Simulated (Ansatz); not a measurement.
```cif
data_structure
_symmetry_space_group_name_H-M 'P 1'
_symmetry_Int_Tables_number 1
_cell_length_a 3.4335
_cell_length_b 3.4335
_cell_length_c 2.7838
_cell_angle_alpha 90.000
_cell_angle_beta 90.000
_cell_angle_gamma 90.000
_cell_volume 32.82
loop_
_atom_site_label
_atom_site_type_symbol
_atom_site_fract_x
_atom_site_fract_y
_atom_site_fract_z
_atom_site_occupancy
Ga1 Ga 0.00000 0.00000 0.00000 1
P1 P 0.50000 0.50000 0.50000 1
```

Space group P4/mmm; a generated structure, not necessarily the stable one.

Level of theory: Kohn-Sham DFT of a periodic cell, PBE, Ansatz PAW in Ansatz 0.2.0.

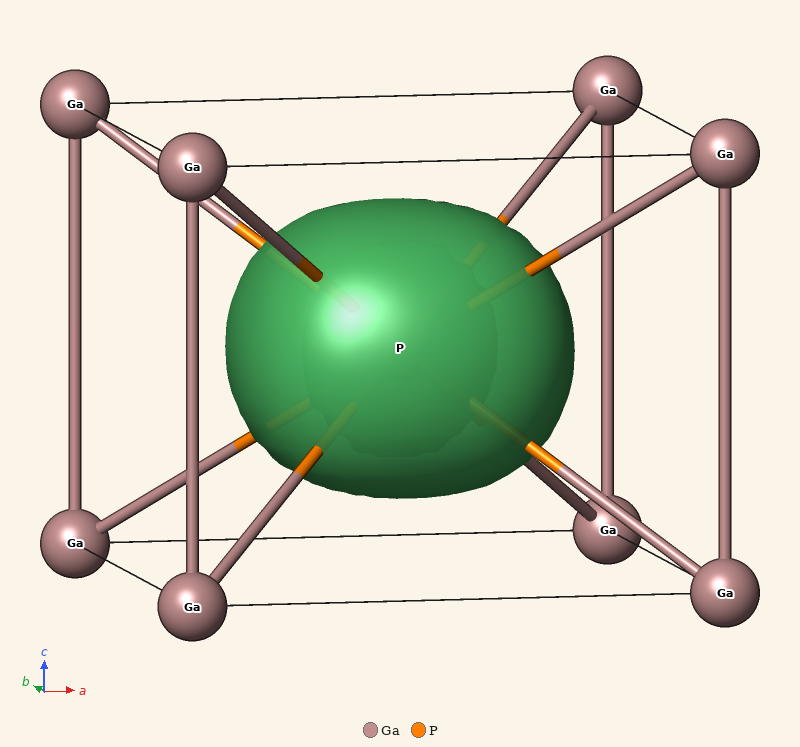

GaP. Isosurface of the electron localisation function at 0.7 (green), seen slightly off an axis. Core shells and regions of very low density are left out. Sticks mark near contacts.

In a PAW calculation such maps are meaningful between the atoms, not at the nuclei.

Identify the bonds, lone pairs and shells in this picture.

Answer. The surface consists of one region wrapped around P (its valence shell), counted in one cell of 2 atoms. Any copies at cell faces, edges or corners count once. Profiles from the grid: Ga–Ga (2.78 Å): the ELF is about 0.30 at the midpoint (no localised pair shows between them). Ga–P (2.80 Å): the ELF peaks at about 0.85 in the valence shell of P, 0.8 Å from its nucleus, and drops to about 0.25 between the two atoms.

Metal or insulator at this level of theory?

Answer. It is gapless in this calculation (a metal or semimetal).
